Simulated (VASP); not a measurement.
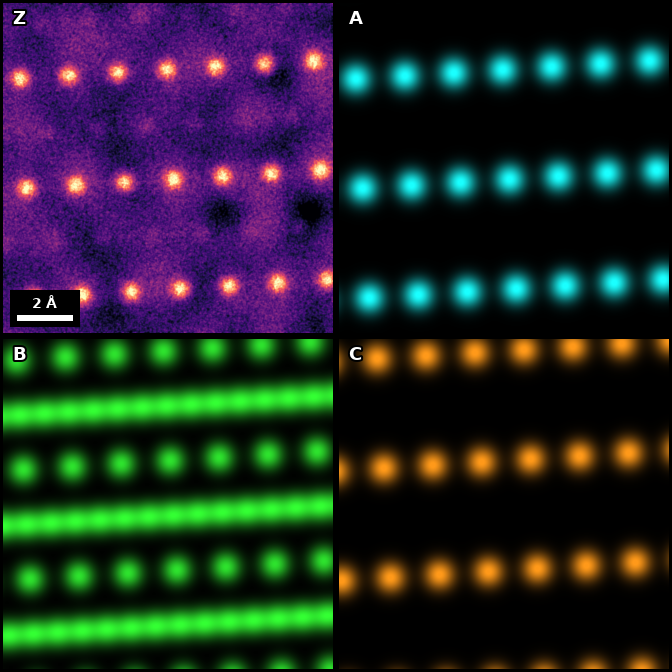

KTaO$_{3}$ (Pm-3m, No. 221) along [210]. Panel Z: The image is simulated as a sum over atoms of Z^1.7, blurred by a 0.50 Å probe (no channelling). The probe carries 25 % of its weight in a tail 2.5 times as wide. The display is stretched by a gamma of 0.65; percentages refer to the linear signal. Shot noise and the speckle of an amorphous layer were added. The other panels are simulated element maps (the number of atoms of one element along the beam, blurred by 0.9 Å; each on its own scale, no channelling). Model: an entry of the Crystallography Open Database, as set up for an electronic-structure calculation.

```
Ta K O
1.0
     3.98830    0.00000    0.00000
     0.00000    3.98830    0.00000
     0.00000    0.00000    3.98830
Ta K O
1 1 3
Direct
  0.00000 0.00000 0.00000
  0.50000 0.50000 0.50000
  0.00000 0.00000 0.50000
  0.00000 0.50000 0.00000
  0.50000 0.00000 0.00000
```

Which element does each lettered map show?

Answer. A: Ta, B: O, C: K. The projected cell (1.78 × 3.99 Å, 90°) holds 4 columns: 2 of O, 1 of Ta + O and 1 of K. Columns shared by several elements: Ta + O.
